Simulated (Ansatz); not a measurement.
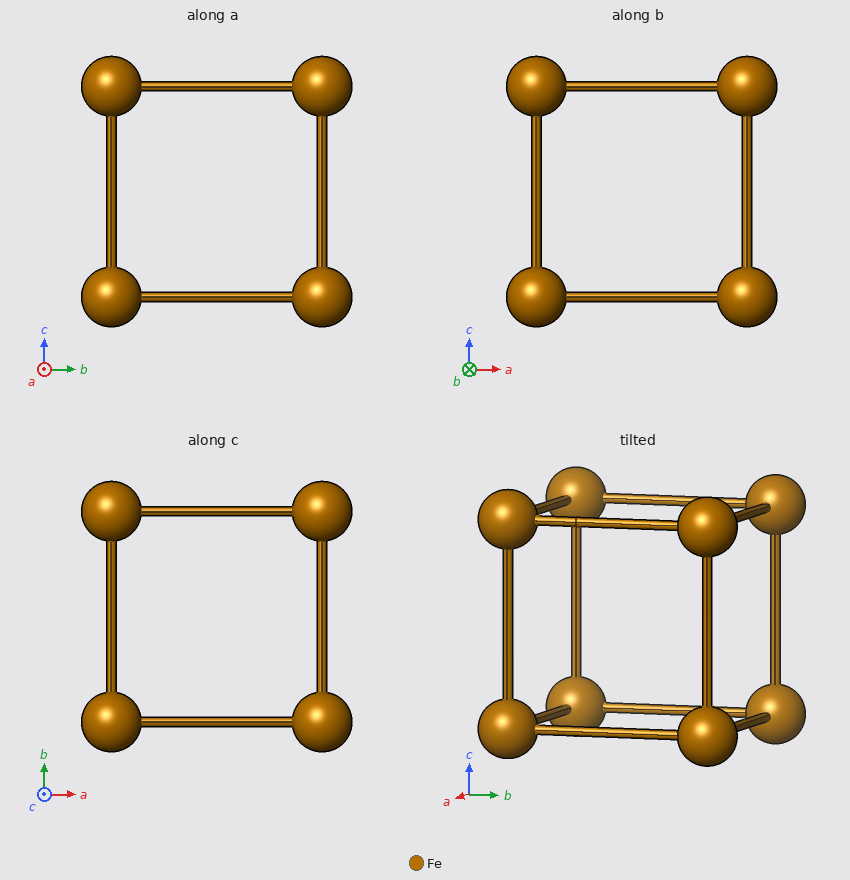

Ball-and-stick representation of a periodic structure, projected along the a axis, along the b axis, along the c axis and slightly off an axis. The lines enclose the conventional unit cell; boundary atoms appear with their images.

Lattice parameters: a = 2.175 Å, b = 2.175 Å, c = 2.175 Å, α = 90.00°, β = 90.00°, γ = 90.00°. Put a along x and b in the xy plane.

**Give the structure in the form of a POSCAR file.**

```
Fe
1.0
     2.175    0.000    0.000
     0.000    2.175    0.000
     0.000    0.000    2.175
Fe
1
Direct
  0.0000 0.0000 0.0000
```

The structure comes from a structure type filled with this element by a generator (whether the element takes this form wasn't checked). Earlier steps of the study may have refined or changed the cell and positions. A calculation with Ansatz used it as input.

At this level of theory the cell isn't at rest (compressed, at 23 GPa), so its distances can differ from those at equilibrium, the more so the softer the solid.
